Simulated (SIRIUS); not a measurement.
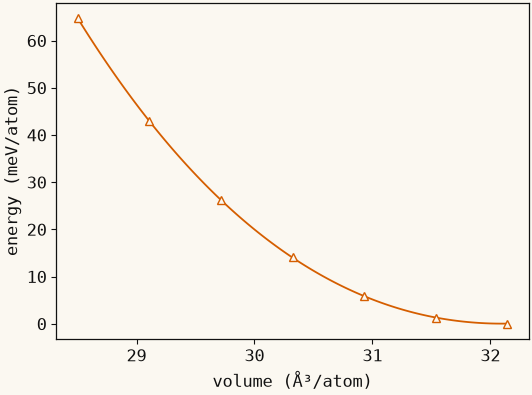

Plotted: energy against volume.

Method: plane-wave DFT, no spin polarisation; energies at scaled volumes of the given cell, shape and fractions fixed, counted from the fit's minimum, third-order Birch-Murnaghan fit (SIRIUS 7.10.0). Level: PBE.

> For which of these solids was it computed?
A. WC, P-6m2 (No. 187)
B. ZrB₂, P6/mmm (No. 191)
C. Pb, Fm-3m (No. 225)

C, Pb: energy from 0.03 meV/atom to 64.69 meV/atom, V0 32.1 Å³/atom, B0 41 GPa. The others give: WC, energy from 0.26 meV/atom to 80.68 meV/atom, V0 10.54 Å³/atom, B0 388 GPa; ZrB₂, energy from 0.08 meV/atom to 33.69 meV/atom, V0 10.28 Å³/atom, B0 238 GPa.

For Pb, limits of the calculation: the fit and the printed pressures don't fully agree, or the minimum lies near the end of the range; spin-orbit coupling left out, heavy elements.

For WC, limits of the calculation: coarse k mesh; shape and atomic fractions are frozen while scaling, which makes layered, chain and framework solids too stiff.

For ZrB₂, limits of the calculation: coarse k mesh; shape and atomic fractions are frozen while scaling, which makes layered, chain and framework solids too stiff.
